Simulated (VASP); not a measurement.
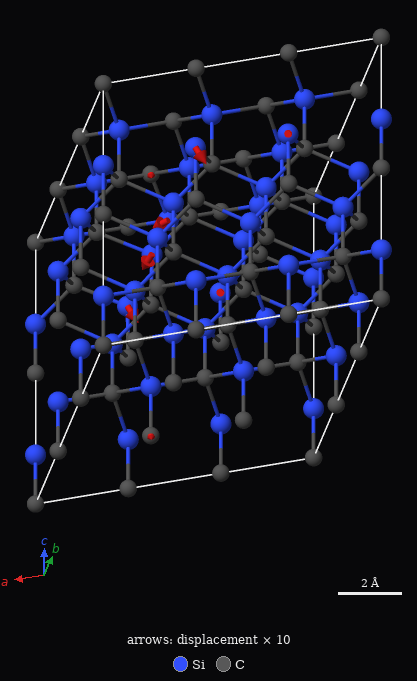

A relaxation of a defect cell of composition Si36C35. The starting structure is drawn; red arrows show the displacements, 10 times their true length.

The picture is a ball-and-stick view of the cell of the calculation, seen from a free direction.

The run lets the atoms move in a fixed cell.

Computed with Kohn-Sham DFT of a periodic cell, PBE, VASP PAW PBE potentials, recommended (VASP 6.6.1).

Input
```
  PREC = Normal
  ENCUT = 450
  EDIFF = 1E-6
  ISMEAR = 0
  SIGMA = 0.01
  LREAL = Auto
  LASPH = T
  NELM = 80
  ALGO = Normal
  ISIF = 2
  LWAVE = F
  LCHARG = F
  GGA = PE
  IBRION = 2
  NSW = 70
  EDIFFG = -0.025
  ICORELEVEL = 1
  ISYM = 0
  KPAR = 4
  NCORE = 2
```

Launched with:
```bash
cat potpaw_PBE.64/Si/POTCAR potpaw_PBE.64/C/POTCAR > POTCAR
mpirun -np 8 vasp_std > vasp.out
```

Q: Atoms of which element are displaced furthest, and by how much?

A: Silicon: up to 0.074 Å, against 0.018 Å for carbon.

Q: What happened in the run?

A: After 9 geometry steps the energy has fallen by 0.181 eV per cell of the calculation. Largest force component: 1.2 eV/Å at the start, 0.021 eV/Å at the end. A Si atom moves most: 0.074 Å along [1 −3 −1]. By element the largest moves are Si 0.074 Å, C 0.018 Å. The cell stays as it was. Among the contacts that change: C–Si 1.824 → 1.905 Å, C–Si 1.962 → 1.897 Å, C–Si 1.970 → 1.910 Å, C–Si 1.843 → 1.902 Å. Bond angles that change, for instance: C–Si–C 105.8° → 108.7°, C–Si–C 111.6° → 109.2°, Si–C–Si 107.4° → 109.8°.
